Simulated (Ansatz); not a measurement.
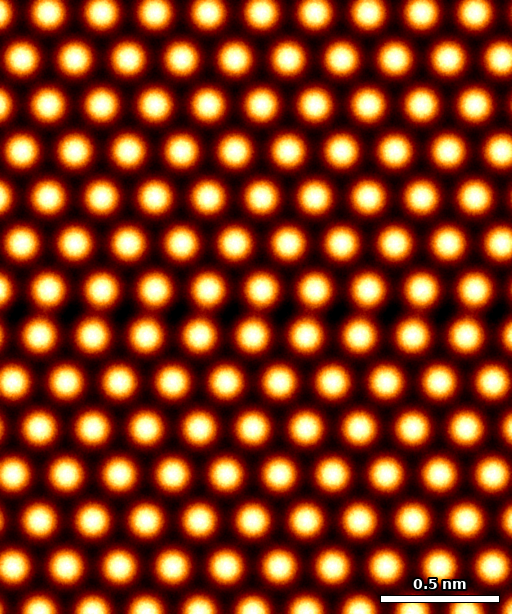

HAADF-like image of Mo (Fd-3m, No. 227) along [111]. Simulated incoherent Z contrast: every atom adds Z^1.6 spread by a probe of 1.25 Å full width; channelling and multiple scattering are left out. Shot noise was added.

One planar defect was built into the perfect crystal by geometry alone, without relaxation. Host structure: coordinates from a relaxation with Ansatz 0.2.0, DFT, PBEsol, plane waves (420 eV) with PAW, scalar-relativistic; the starting structure was generated, so it need not be a known form of this composition.

Find the planar defect and say what kind it is.

Answer. A planar fault (a stacking fault) runs horizontally about 13 Å below the top edge. The part above it is shifted along the boundary by 2/3 of the 2.29 Å repeat of the rows (1.5 Å to the right, the same as 0.8 Å to the left); both parts keep the same orientation.
